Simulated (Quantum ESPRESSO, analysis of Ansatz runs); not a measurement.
# HfO2 (P2_1/c), nudged elastic band: V_O hop (2.6 Å) (q = +2) (Quantum ESPRESSO), part 2 of 3

Aim: the barrier of one jump in HfO2 (P2_1/c) at charge +2: V_O hop (2.6 Å). The model is a cell of 48 host atoms with 1 O taken out; O is the atom that moves.

Quantum ESPRESSO 7.5; Quantum ESPRESSO plane-wave DFT, PBEsol, GBRV 1.5 PBEsol potentials; nudged elastic band between two relaxed defect structures at fixed charge in a uniform background.

So far: Set-up; Relaxation of the start point, charge +2.

## (3) Relaxation of the end point, charge +2

Level of this step: Quantum ESPRESSO plane-wave DFT, PBEsol, GBRV 1.5 PBEsol potentials; relaxation of all atoms of a defect supercell at fixed charge in a uniform background (Quantum ESPRESSO).

The end point is relaxed in the same cell and settings, so that the two energies compare. Atoms more than 3.2 Å from the middle of the hop start where the first relaxation left them, the nearer ones on or close to their ideal places, with small random displacements.

pw.in reads:

```
&CONTROL
  calculation = 'relax'
  prefix = 'pwscf'
  outdir = './tmp'
  pseudo_dir = './pseudo'
  tprnfor = .true.
  disk_io = 'low'
  nstep = 70
  forc_conv_thr = 0.0012
  etot_conv_thr = 0.0001
/
&SYSTEM
  ibrav = 0
  nat = 47
  ntyp = 2
  ecutwfc = 36
  ecutrho = 288
  nbnd = 192
  occupations = 'fixed'
  tot_charge = 2
  nosym = .true.
/
&ELECTRONS
  conv_thr = 5d-08
  electron_maxstep = 100
  mixing_beta = 0.5
/
&IONS
  ion_dynamics = 'bfgs'
/
ATOMIC_SPECIES
Hf   178.4900 hf_pbesol_v1.uspp.F.UPF
O     15.9990 o_pbesol_v1.2.uspp.F.UPF
CELL_PARAMETERS angstrom
  -5.9416700219    5.1632183080    5.1583953540
   4.2040263251   -5.1632183080    5.1655566081
   5.9416700219    5.1632183080   -5.1583953540
ATOMIC_POSITIONS crystal
Hf     0.0789124920    0.4870482778    0.8622516512
Hf     0.0826744068    0.9930282999    0.3666847266
[... 2 atom lines left out ...]
Hf     0.3735886377    0.2567062060    0.8392390681
[... 4 atom lines left out ...]
Hf     0.4164431828    0.5062387210    0.6323443143
[... 4 atom lines left out ...]
Hf     0.6246812933    0.2417980898    0.6586159452
[... 1 atom line left out ...]
O      0.6177895435    0.4635831540    0.6017544989
[... 4 atom lines left out ...]
O      0.3799065256    0.5361054641    0.3986380409
[... 1 atom line left out ...]
O      0.8793613588    0.5348809144    0.8977565900
O      0.1385663056    0.2849441185    0.4052580297
[... 1 atom line left out ...]
O      0.6378175249    0.2844622568    0.9051100689
[... 4 atom lines left out ...]
O      0.3391534282    0.2064619686    0.2077602901
[... 3 atom lines left out ...]
O      0.5009286618    0.0443371326    0.3830449660
O      0.5011891068    0.5440247241    0.8826787355
[... 5 atom lines left out ...]
O      0.6598477855    0.7952341002    0.7924392573
[... 3 atom lines left out ...]
O      0.5199190936    0.9449604445    0.6219090387
K_POINTS gamma
```

Run with:

```
$ OMP_NUM_THREADS=1 mpirun -n 4 pw.x -in pw.in > pw.out
```

The program printed:

```text
[shortened: banners, details of potentials and solvers, and blank lines are left out]
[banner, memory and clock lines left out]
     gamma-point specific algorithms are used
     one sub-group per band group will be used
     bravais-lattice index     =            0
     lattice parameter (alat)  =      17.7847  a.u.
     unit-cell volume          =    3650.0307 (a.u.)^3
     number of atoms/cell      =           47
     number of atomic types    =            2
     number of electrons       =       376.00
     number of Kohn-Sham states=          192
     kinetic-energy cutoff     =      36.0000  Ry
     charge density cutoff     =     288.0000  Ry
     scf convergence threshold =      5.0E-08
     mixing beta               =       0.5000
     number of iterations used =            8  plain     mixing
     energy convergence thresh.=      1.0E-04
     force convergence thresh. =      1.2E-03
     Exchange-correlation= SLA  PW   PSX  PSC
                           (   1   4  10   8   0   0   0)
     nstep                     =           70
     crystal axes: (cart. coord. in units of alat)
               a(1) = (  -0.631338   0.548623   0.548110 )
               a(2) = (   0.446703  -0.548623   0.548871 )
               a(3) = (   0.631338   0.548623  -0.548110 )
     PseudoPot. # 1 for Hf read from file:
     hf_pbesol_v1.uspp.F.UPF
     Pseudo is Ultrasoft + core correction, Zval = 12.0
[...]
PseudoPot. # 2 for O  read from file:
     o_pbesol_v1.2.uspp.F.UPF
     Pseudo is Ultrasoft + core correction, Zval =  6.0
[...]
atomic species   valence    mass     pseudopotential
     Hf               12.00   178.49000     Hf( 1.00)
     O                 6.00    15.99900     O ( 1.00)
     No symmetry found
     site n.     atom                  positions (alat units)
         1        Hf     tau(   1) = (   0.7121178   0.2491384  -0.1620295  )
         2        Hf     tau(   2) = (   0.6228953  -0.2982694   0.3893758  )
         3        Hf     tau(   3) = (   0.0840577   0.2521178   0.3883063  )
         4        Hf     tau(   4) = (   0.6254943   0.2547760   0.3862998  )
         5        Hf     tau(   5) = (   0.4086543   0.5245502  -0.1143292  )
         6        Hf     tau(   6) = (   0.3128231  -0.0252388   0.4315334  )
         7        Hf     tau(   7) = (  -0.2200548   0.5254307   0.4313358  )
         8        Hf     tau(   8) = (   0.3281504   0.5344550   0.4446755  )
[...]
number of k points=     1
                       cart. coord. in units 2pi/alat
        k(    1) = (   0.0000000   0.0000000   0.0000000), wk =   2.0000000
     Dense  grid:   150556 G-vectors     FFT dimensions: ( 100,  90, 100)
     Smooth grid:    53237 G-vectors     FFT dimensions: (  72,  64,  72)
     Check: negative core charge=   -0.000004
     starting charge     345.9999, renormalised to     376.0000
     Self-consistent Calculation
     iteration #  1     ecut=    36.00 Ry     beta= 0.50
     total energy              =   -3542.50342212 Ry
     estimated scf accuracy    <      15.49366122 Ry
     iteration #  2     ecut=    36.00 Ry     beta= 0.50
     total energy              =   -3544.18368757 Ry
     estimated scf accuracy    <       3.94303299 Ry
     iteration #  3     ecut=    36.00 Ry     beta= 0.50
     total energy              =   -3544.82387551 Ry
     estimated scf accuracy    <       1.24575263 Ry
[...]
estimated scf accuracy    <       0.00005349 Ry
[... 140 further cycles ...]
     iteration #  5     ecut=    36.00 Ry     beta= 0.50
     total energy              =   -3545.29940691 Ry
     estimated scf accuracy    <       0.00000002 Ry
     iteration #  6     ecut=    36.00 Ry     beta= 0.50
     total energy              =   -3545.29940691 Ry
     estimated scf accuracy    <          3.0E-09 Ry
     iteration #  7     ecut=    36.00 Ry     beta= 0.50
     End of self-consistent calculation
          k = 0.0000 0.0000 0.0000 (  6643 PWs)   bands (ev):
   -49.5139 -49.3265 -49.3249 -49.3185 -49.3115 -49.3016 -49.2906 -49.2845
   -49.2621 -49.2358 -49.2310 -49.2267 -49.2213 -49.1630 -49.1548 -49.1447
   -18.5464 -18.5320 -18.4385 -18.4266 -18.3892 -18.3720 -18.3503 -18.3341
   -18.3294 -18.3172 -18.2873 -18.2800 -18.2744 -18.2555 -18.2467 -18.2228
   -18.2059 -18.1909 -18.1874 -18.1727 -18.1578 -18.1322 -18.1228 -18.1127
   -18.0940 -18.0818 -18.0526 -18.0438 -18.0346 -18.0108 -17.9970 -17.9910
   -17.9768 -17.9585 -17.9501 -17.9378 -17.9237 -17.9221 -17.9149 -17.8997
   -17.8928 -17.8782 -17.8694 -17.8620 -17.8502 -17.8425 -17.8196 -17.7913
[...]
highest occupied, lowest unoccupied level (ev):    10.9060   14.0325
!    total energy              =   -3545.29940691 Ry
     estimated scf accuracy    <          1.7E-10 Ry
     The total energy is the sum of the following terms:
     one-electron contribution =    -574.09656380 Ry
     hartree contribution      =     502.79924999 Ry
     xc contribution           =   -1430.00823941 Ry
     ewald contribution        =   -2043.99385370 Ry
     convergence has been achieved in   7 iterations
     Forces acting on atoms (cartesian axes, Ry/au):
     atom    1 type  1   force =    -0.00004328   -0.00013409   -0.00013048
     atom    2 type  1   force =    -0.00048652   -0.00004745    0.00067909
     atom    3 type  1   force =     0.00018937    0.00002514    0.00009964
     atom    4 type  1   force =    -0.00000304   -0.00003848    0.00007806
     atom    5 type  1   force =     0.00010376   -0.00046020    0.00025125
     atom    6 type  1   force =     0.00017127    0.00038698   -0.00023652
     atom    7 type  1   force =     0.00032750   -0.00043569   -0.00023389
     atom    8 type  1   force =    -0.00000684   -0.00032990   -0.00007076
[...]
Total force =     0.004450     Total SCF correction =     0.000029
     Energy error            =      3.9E-05 Ry
     Gradient error          =      1.2E-03 Ry/Bohr
     number of scf cycles    =  18
     number of bfgs steps    =  17
     energy             old  =   -3545.2993674902 Ry
     energy             new  =   -3545.2994069110 Ry
     CASE: energy            _new < energy            _old
     new trust radius        =       0.0062939188 bohr
     new conv_thr            =       0.0000000005 Ry
ATOMIC_POSITIONS (crystal)
Hf               0.0884214002        0.4972994521        0.8713851207
Hf               0.0581816285        0.9669920537        0.3461388516
Hf               0.5827662318        0.4942278097        0.3754738618
Hf               0.5857198950        1.0007402261        0.8725800755
Hf               0.3778803855        0.2634938537        0.8658628421
Hf               0.3741623708        0.7587235218        0.3420890113
Hf               0.8737802740        0.2606724378        0.3448914318
Hf               0.8738634170        0.7557433443        0.8396685891
[...]
Check: negative core charge=   -0.000005
     Self-consistent Calculation
     iteration #  1     ecut=    36.00 Ry     beta= 0.50
     total energy              =   -3545.29943063 Ry
     estimated scf accuracy    <       0.00003830 Ry
     iteration #  2     ecut=    36.00 Ry     beta= 0.50
     total energy              =   -3545.29943648 Ry
     estimated scf accuracy    <       0.00000746 Ry
     iteration #  3     ecut=    36.00 Ry     beta= 0.50
     total energy              =   -3545.29943793 Ry
     estimated scf accuracy    <       0.00000087 Ry
[...]
estimated scf accuracy    <       0.00000010 Ry
     iteration #  5     ecut=    36.00 Ry     beta= 0.50
     total energy              =   -3545.29943805 Ry
     estimated scf accuracy    <       0.00000001 Ry
     iteration #  6     ecut=    36.00 Ry     beta= 0.50
     total energy              =   -3545.29943805 Ry
     estimated scf accuracy    <          2.5E-09 Ry
     iteration #  7     ecut=    36.00 Ry     beta= 0.50
     End of self-consistent calculation
          k = 0.0000 0.0000 0.0000 (  6643 PWs)   bands (ev):
   -49.5150 -49.3264 -49.3244 -49.3175 -49.3110 -49.3011 -49.2921 -49.2850
   -49.2621 -49.2351 -49.2310 -49.2260 -49.2208 -49.1624 -49.1552 -49.1444
   -18.5462 -18.5319 -18.4386 -18.4264 -18.3894 -18.3719 -18.3499 -18.3342
   -18.3292 -18.3172 -18.2872 -18.2795 -18.2741 -18.2552 -18.2468 -18.2226
   -18.2057 -18.1910 -18.1874 -18.1726 -18.1574 -18.1323 -18.1228 -18.1127
   -18.0940 -18.0817 -18.0522 -18.0440 -18.0347 -18.0106 -17.9966 -17.9912
   -17.9768 -17.9584 -17.9500 -17.9379 -17.9237 -17.9219 -17.9146 -17.8994
   -17.8926 -17.8782 -17.8692 -17.8620 -17.8500 -17.8421 -17.8196 -17.7911
[...]
highest occupied, lowest unoccupied level (ev):    10.9060   14.0325
!    total energy              =   -3545.29943805 Ry
     estimated scf accuracy    <          9.1E-11 Ry
     The total energy is the sum of the following terms:
     one-electron contribution =    -574.03938940 Ry
     hartree contribution      =     502.77171770 Ry
     xc contribution           =   -1430.00846434 Ry
     ewald contribution        =   -2044.02330202 Ry
     convergence has been achieved in   7 iterations
     Forces acting on atoms (cartesian axes, Ry/au):
     atom    1 type  1   force =    -0.00007963    0.00001773   -0.00041794
     atom    2 type  1   force =    -0.00056755   -0.00034800    0.00069762
     atom    3 type  1   force =     0.00026723    0.00009593    0.00031819
     atom    4 type  1   force =     0.00030797   -0.00007792   -0.00004987
     atom    5 type  1   force =     0.00019737   -0.00029844    0.00026178
     atom    6 type  1   force =    -0.00000922    0.00041911   -0.00008863
     atom    7 type  1   force =     0.00034638   -0.00028908   -0.00017398
     atom    8 type  1   force =    -0.00001845   -0.00006018    0.00035650
[...]
Total force =     0.003901     Total SCF correction =     0.000023
     Energy error            =      3.1E-05 Ry
     Gradient error          =      9.8E-04 Ry/Bohr
     bfgs converged in  19 scf cycles and  18 bfgs steps
     (criteria: energy <  1.0E-04 Ry, force <  1.2E-03 Ry/Bohr)
     End of BFGS Geometry Optimization
     Final energy             =   -3545.2994380546 Ry
Begin final coordinates
ATOMIC_POSITIONS (crystal)
Hf               0.0884214002        0.4972994521        0.8713851207
Hf               0.0581816285        0.9669920537        0.3461388516
Hf               0.5827662318        0.4942278097        0.3754738618
Hf               0.5857198950        1.0007402261        0.8725800755
Hf               0.3778803855        0.2634938537        0.8658628421
Hf               0.3741623708        0.7587235218        0.3420890113
Hf               0.8737802740        0.2606724378        0.3448914318
Hf               0.8738634170        0.7557433443        0.8396685891
[...]
End final coordinates
```

The job ended after 5.5 min (4 MPI ranks of Arm Neoverse V2, shared host; peak memory 1.4 GiB; 22 min of CPU time).

Step by step:

```
step  energy less that of the first step (eV)
   0                                   0.0000
   1                                  -2.1083
   2                                  -2.8882
   3                                  -3.2409
   4                                  -3.4357
   5                                  -3.4971
   6                                  -3.5481
   7                                  -3.5813
   8                                  -3.5964
   9                                  -3.6104
  10                                  -3.6205
  11                                  -3.6253
  12                                  -3.6292
  13                                  -3.6315
  14                                  -3.6335
  15                                  -3.6347
  16                                  -3.6355
  17                                  -3.6360
  18                                  -3.6364
```

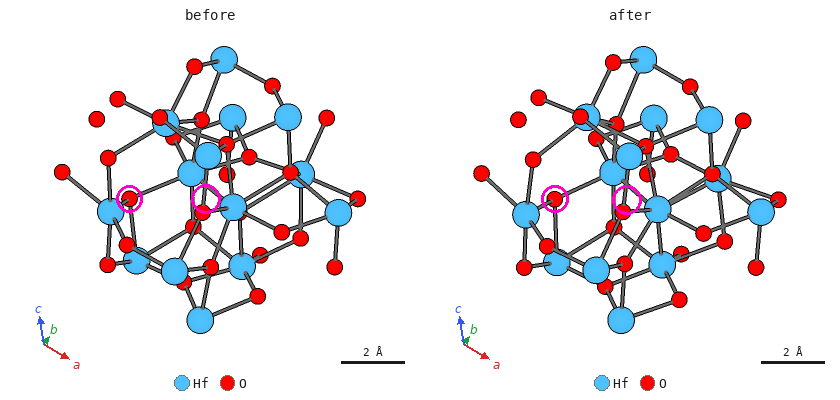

Before and after: the atoms that start within 5 Å of the centre. O25, which moves most, is ringed if it is among them. A ring with no atom in it marks the empty centre. Bonds to atoms that aren't drawn are left out.

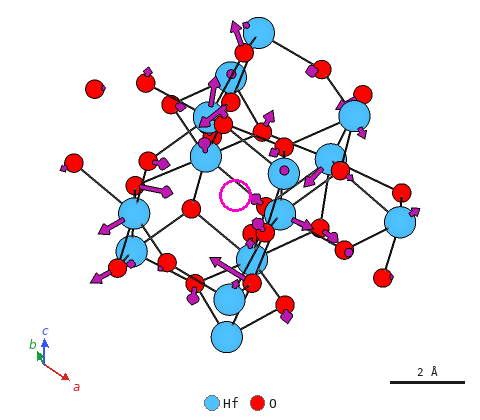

Displacements in the relaxation near the centre, exaggerated; the longest in the cell stands for 0.29 Å. A ring marks the centre wherever it is empty. Bonds to atoms that aren't drawn are left out.

The atoms that moved most (Å):

```
atom      dx      dy      dz  length
 O25  -0.103   0.272  -0.038   0.293
 O36   0.162  -0.156  -0.138   0.264
 O37  -0.127  -0.099  -0.171   0.235
 Hf5   0.161   0.125  -0.080   0.219
 Hf2  -0.086  -0.098  -0.155   0.202
Hf10   0.107  -0.086   0.120   0.182
 Hf8  -0.114  -0.085  -0.105   0.177
 O46   0.153   0.008  -0.076   0.171
```

Neighbours of O17 at the end:

```
atom  distance (Å)
Hf15         2.139
Hf10         2.141
 Hf3         2.233
 Hf8         2.278
 O43         2.574
 O24         2.595
 O22         2.722
 O20         2.755
 O36         2.813
```

This step gave:

- highest filled level: 10.91 eV
- lowest empty level: 14.03 eV
- r.m.s. move of the farther half of the atoms: 0.1012 Å
- largest move from the ideal geometry of this structure, a common shift of the far atoms taken out: 0.2961 Å

The relaxation gained 3.636 eV and ended with a largest force component of 0.025 eV/Å. The end lies 0.003 eV above the start.

(Continued in part 3 of 3.)

[Logs are printed without paths, hosts, clocks, repeated set-up lines and the standing remarks that a program may print on its own settings, such as how far it seeks lower states.]

[Hosts, paths, dates, database ids (printed as entryN), source tags and the programs' standing remarks are cut or masked in the printed files.]
